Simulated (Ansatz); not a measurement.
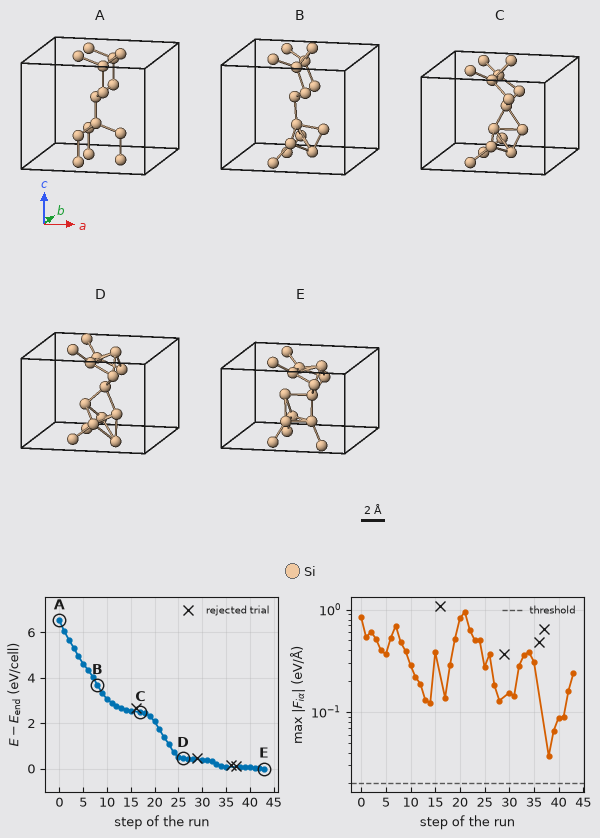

Frames of a relaxation of a wire of composition Si, marked on the history of the run. The picture is a ball-and-stick view of the cell of the calculation, with the vacuum cut short, seen slightly off an axis.

Case: wire along [1 1 1], 12 atoms a period.

All numbers below come from Ansatz, DFT PBE, scalar-relativistic, plane waves, PAW. Settings: plane-wave cutoff 420 eV; k-point mesh 1 × 1 × 4; occupations gaussian; smearing width 0.05 eV; collinear spin; cell relaxed at fixed a, b, alpha, beta, gamma; force threshold 0.02 eV/Å; at most 45 steps.

> Describe the path.

The relaxation stopped without meeting its thresholds, so the last structure isn't shown to be converged. The energy falls by 6.527 eV per cell of the calculation in 39 accepted moves (43 points after the start). Largest force component: 0.84 eV/Å at the start, 0.24 eV/Å at the end. The line search rejected the trial steps at points 16, 29, 36, 37 of the run. The largest move relative to the centre of the atoms is that of a Si atom, 1.77 Å. Along the periodic axis the drawn cell goes c 9.474 → 7.118 Å (−24.9 %). Among the contacts that change: Si–Si 5.960 → 2.671 Å, Si–Si 4.535 → 2.780 Å, Si–Si 3.868 → 2.342 Å, Si–Si 3.868 → 2.374 Å. New bonds form, among them: Si–Si (3.87 → 2.34 Å). Bonds break, among them: Si–Si (2.37 → 3.33 Å). Bond angles that change, for instance: Si–Si–Si 109.5° → 55.5°, Si–Si–Si 109.5° → 57.8°, Si–Si–Si 109.5° → 148.3°. The program noted that the starting moments weren't kept. From step 0 to 8: Si atoms move most (1.26 Å), energy −2.851 eV per cell of the calculation. From step 8 to 17: a Si atom moves most (1.07 Å), energy −1.192 eV per cell of the calculation. From step 17 to 26: a Si atom moves most (0.96 Å), energy −2.020 eV per cell of the calculation. From step 26 to 43: a Si atom moves most (1.20 Å), energy −0.464 eV per cell of the calculation.

| step | E − E(0), meV/atom | largest force component, eV/Å | note |
| --- | --- | --- | --- |
| 0 | 0.00 | 0.8373 |  |
| 1 | -38.46 | 0.5346 |  |
| 2 | -70.96 | 0.6096 |  |
| 3 | -99.71 | 0.5151 |  |
| 4 | -131.56 | 0.4001 |  |
| 5 | -159.01 | 0.3662 |  |
| 6 | -181.17 | 0.5302 |  |
| 7 | -205.89 | 0.6973 |  |
| 8 | -237.58 | 0.4809 |  |
| 9 | -266.00 | 0.3919 |  |
| 10 | -288.94 | 0.2853 |  |
| 12 | -312.26 | 0.1877 |  |
| 13 | -319.61 | 0.1303 |  |
| 15 | -331.63 | 0.3839 |  |
| 17 | -336.87 | 0.1373 |  |
| 19 | -350.63 | 0.5194 |  |
| 20 | -370.33 | 0.8209 |  |
| 22 | -429.48 | 0.6330 |  |
| 24 | -484.62 | 0.5016 |  |
| 26 | -505.18 | 0.3671 |  |
| 27 | -507.43 | 0.1813 |  |
| 29 | -506.23 | 0.3654 | rejected |
| 31 | -513.45 | 0.1441 |  |
| 33 | -525.26 | 0.3619 |  |
| 34 | -533.82 | 0.3839 |  |
| 36 | -530.55 | 0.4828 | rejected |
| 38 | -538.98 | 0.0371 |  |
| 40 | -539.67 | 0.0879 |  |
| 41 | -540.89 | 0.0885 |  |
| 43 | -543.88 | 0.2383 |  |
